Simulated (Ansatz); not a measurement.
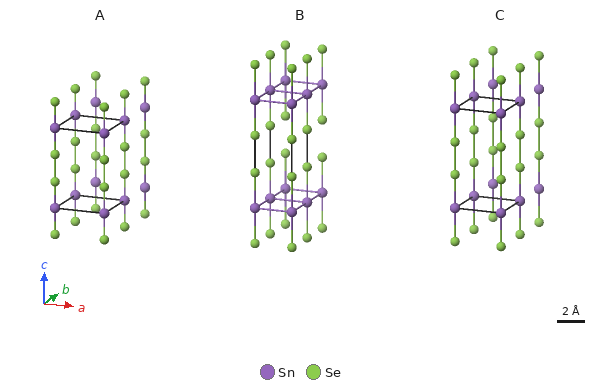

3 geometries from one relaxation of a crystal of SnSe2 (a generated structure, set up in P4/mmm) (coarse preliminary run), in shuffled order. Style: ball-and-stick. Shown: the cell of the calculation, repeated 1 × 2 × 1 with one cell outlined, slightly off an axis.

Method: Ansatz, DFT PBE, scalar-relativistic, plane waves, PAW. Settings: plane-wave cutoff 420 eV; k-point mesh 4 × 4 × 4; occupations gaussian; smearing width 0.1 eV; no spin polarisation; cell and atoms relaxed; force threshold 0.04 eV/Å; at most 70 steps.

> Put them in the order of the run, from the start to the converged end.

A, C, B. They are steps 0, 6, 17, at +7.187 eV per cell of the calculation, +1.440 eV per cell of the calculation relative to the last. After 14 accepted moves (17 points after the start) the energy has fallen by 7.187 eV per cell of the calculation. The largest force component goes from 5.8 to 0.0078 eV/Å. Pressure: 36.16 GPa at the start and −0.05 GPa at the end. The line search rejected the trial step at point 12 of the run. The SCF was repeated twice at an unchanged geometry on a basis and grid sized afresh for the cell, which shifted the energy by 87.9 meV per cell of the calculation at most. The largest moves relative to the cell, 0.014 Å, are those of Se atoms. Sn stays in place. The drawn cell changes as follows: a = b 3.972 → 2.974 Å (−25.1 %), c 6.178 → 8.352 Å (+35.2 %); the volume changes by −24.2 %. Among the contacts that change: Se–Se 3.972 → 2.974 Å, Sn–Sn 3.972 → 2.974 Å, Se–Se 2.110 → 2.880 Å, Se–Sn 2.034 → 2.736 Å. Bonds break: Se–Se (2.11 → 2.88 Å). The space group stays P4/mmm (No. 123).

Limits of the set-up: the k-point mesh is coarse for a cell with partly filled bands.
